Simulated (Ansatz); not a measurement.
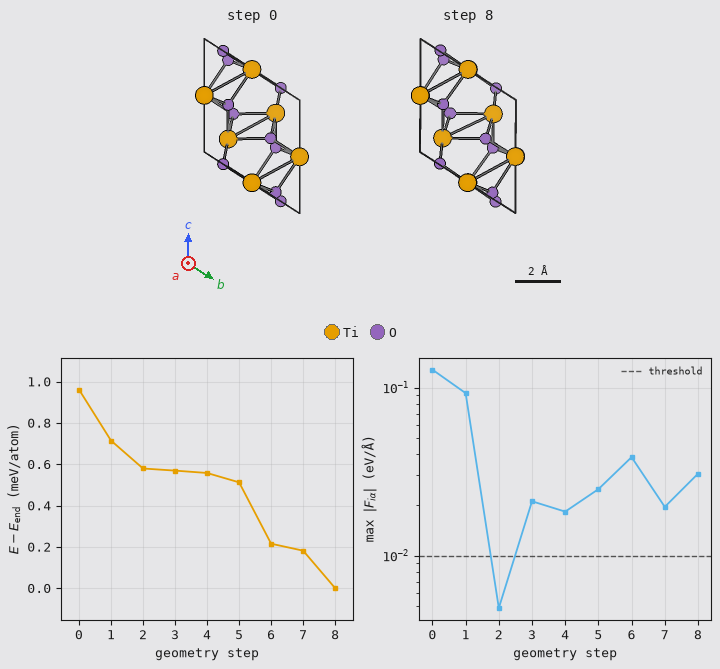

First and last geometry of a relaxation of a crystal of TiO₂ (set up in P4_2/mnm), with the history of the run. Style: ball-and-stick. Shown: the cell of the calculation, along the a axis.

Case: volume × 0.88, shape and atoms relaxed.

These are results of Ansatz, DFT PBE, scalar-relativistic, plane waves, PAW, not measurements.

The input:
```yaml
crystal:
  lattice:
    - [-2.8755188977, 3.127081901, 3.1270859991]
    - [2.8755188977, -3.127081901, 3.1270859991]
    - [2.8755188977, 3.127081901, -3.1270859991]
  atoms:
    - { symbol: Ti, position: [0.5000180823, 0.7500180823, 0.75] }
    - { symbol: Ti, position: [0.4999819177, 0.2499819177, 0.25] }
    - { symbol: Ti, position: [0.0, 0.0, 0.5] }
    - { symbol: Ti, position: [0.0, 0.5, 0.0] }
    - { symbol: O, position: [0.3023236797, 0.3023318436, 0.5000081639] }
    - { symbol: O, position: [0.1976715574, 0.249994555, 0.9476770024] }
    - { symbol: O, position: [0.3023236797, 0.8023155157, -8.1639e-06] }
    - { symbol: O, position: [0.8023175526, 0.249994555, 0.5523229976] }
    - { symbol: O, position: [0.1976824474, 0.750005445, 0.4476770024] }
    - { symbol: O, position: [0.8023284426, 0.750005445, 0.0523229976] }
    - { symbol: O, position: [0.6976763203, 0.1976844843, 1.0000081639] }
    - { symbol: O, position: [0.6976763203, 0.6976681564, 0.4999918361] }
basis:
  ecutwfc: 420
kpoints:
  mp_grid: { grid: [6, 6, 6] }
hamiltonian:
  xc: pbe
scf:
  occupations: { method: gaussian, width: 0.02 }
output:
  forces: true
  stress: true
  eigenvalues: true
relax:
  adjacent_minimum: "off"
  f_tol: 0.01
  max_steps: 30
  cell: { stress_tol: 0.1, fix: [volume] }
```

Run as
```bash
ansatz run input.yaml --threads 2 --pin off --max-ram 5120MiB --backend cpu --events-out ev --progress --plain --runs-dir out
```

Question: What do the curves and the structures tell?

Answer: The run was cut off at its time limit before the relaxation converged, so the last structure is only a point on the way. The energy falls by 1.0 meV per atom in 8 geometry steps. Largest force component: 0.13 eV/Å at the start, 0.031 eV/Å at the end. The pressure goes from 36.07 to 34.97 GPa. The largest moves relative to the cell, 0.100 Å, are those of Ti1 and Ti2. Ti1 goes along [1 1 0]. By element the largest moves are Ti 0.100 Å, O 0.066 Å. The drawn cell changes at constant volume: a = b = c 5.275 → 5.274 Å (0.0 %), α 113.9° → 113.5°, γ 107.3° → 107.6°. Near-neighbour distances that change, for instance: Ti1–Ti2 2.876 → 2.898 Å, Ti1–O5 1.896 → 1.917 Å, Ti3–Ti4 2.876 → 2.891 Å, Ti1–O11 1.896 → 1.888 Å. Bond angles that change, for instance: Ti1–O12–Ti3 130.7° → 124.8°, Ti2–O12–Ti3 130.7° → 136.0°. The space group (tolerance 0.01 Å) goes from P4_2/mnm (No. 136) to Imma (No. 74).

```
step  E − E(0), meV/atom  largest force component, eV/Å  pressure, GPa
   0                0.00                         0.1278          36.07
   1               -0.25                         0.0926          35.91
   2               -0.38                         0.0049          35.69
   3               -0.39                         0.0210          35.67
   4               -0.40                         0.0182          35.66
   5               -0.45                         0.0248          35.61
   6               -0.75                         0.0385          35.24
   7               -0.78                         0.0195          35.22
   8               -0.96                         0.0307          34.97
```
